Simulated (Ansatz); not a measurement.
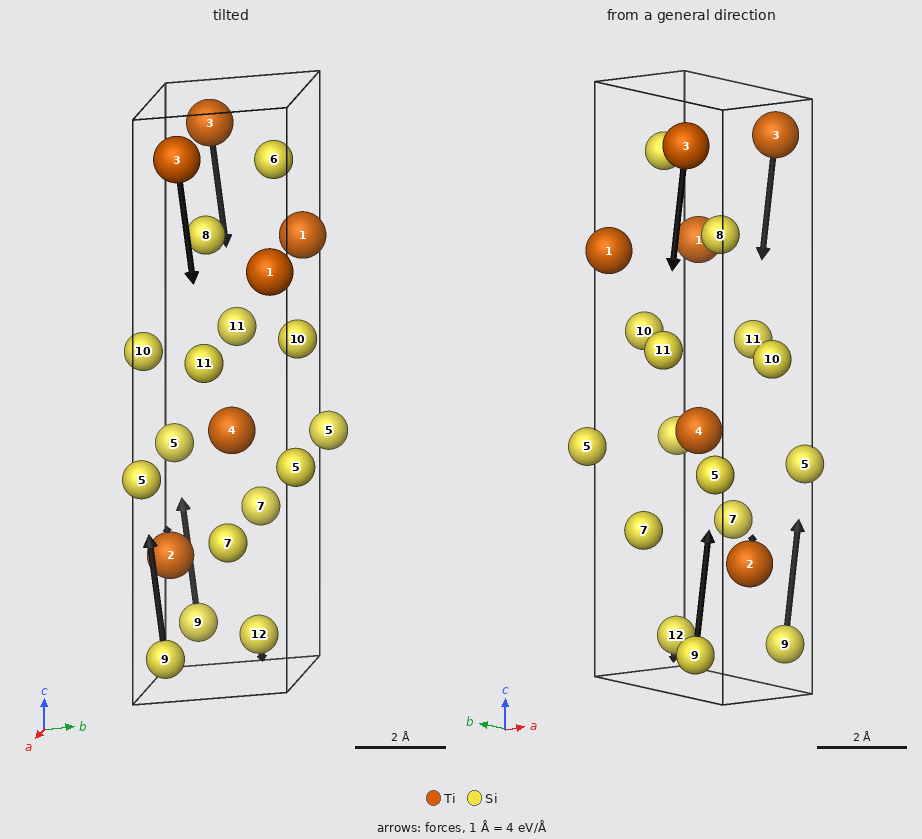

Shown here is a spheres-only view of the crystal, taken slightly off an axis and from a general direction. Atoms at the boundary of the simulation cell (the box) are drawn once for each face, edge or corner they touch. The arrows are the computed forces on the atoms.

System: TiSi2. Level of theory and settings: Ansatz 0.2.0, DFT PBEsol, scalar-relativistic, plane waves, PAW, a basis cut at 420 eV, a 13×13×4 k-point grid, Gaussian smearing of 0.15 eV, no spin polarisation.

> Is the structure at rest?

No. The atoms still feel forces of up to about 9.9 eV/Å, far above a usual threshold of 0.01 to 0.03 eV/Å.

Its origin is a structure listed in the Materials Project. The cell was then strained or its atoms displaced on purpose. An electronic-structure calculation with Ansatz was run on it.
